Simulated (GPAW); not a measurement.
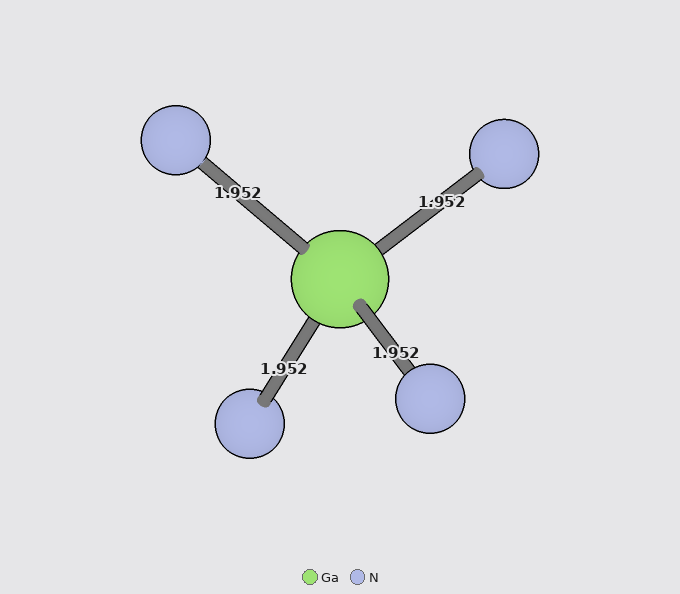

The surroundings of site Ga1 (at 0.000, 0.000, 0.000) in GaN (F-43m), with bond lengths in Å.

The cell is taken from a cell listed in the Materials Project, as set up for an electronic-structure calculation.

```
Ga N
1.0
     4.50700    0.00000    0.00000
     0.00000    4.50700    0.00000
     0.00000    0.00000    4.50700
Ga N
4 4
Cartesian
  0.0000 0.0000 0.0000
  0.0000 2.2535 2.2535
  2.2535 0.0000 2.2535
  2.2535 2.2535 0.0000
  1.1268 1.1268 3.3803
  1.1268 3.3803 1.1268
  3.3803 1.1268 1.1268
  3.3803 3.3803 3.3803
```

Bond valence s = exp((R0 − d)/b), R0 fitted to published crystal structures with b = 0.37 Å; R0 in Å: Ga3+–N 1.897.

Calculate the bond-valence sum of Ga1 from the bonds drawn.

Answer. 4 × 0.862 = 3.45 v.u., against a formal valence of 3: overbonded (bonds short for this ion) by 0.45.

And over the whole structure?

Answer.
| site | x, y, z | formal valence | bond-valence sum | difference |
| --- | --- | --- | --- | --- |
| Ga1 | 0.000, 0.000, 0.000 | +3 | 3.54 | 0.54 |
| N1 | 0.250, 0.250, 0.750 | −3 | 3.54 | 0.54 |

These sums include all anions within 5 Å. The global instability index (root mean square of the differences over all atoms) is 0.54 v.u.: above 0.2, which by the usual rule of thumb marks a strained structure. The cell was not relaxed for this table, and a volume that is off by a few per cent shifts all sums together.
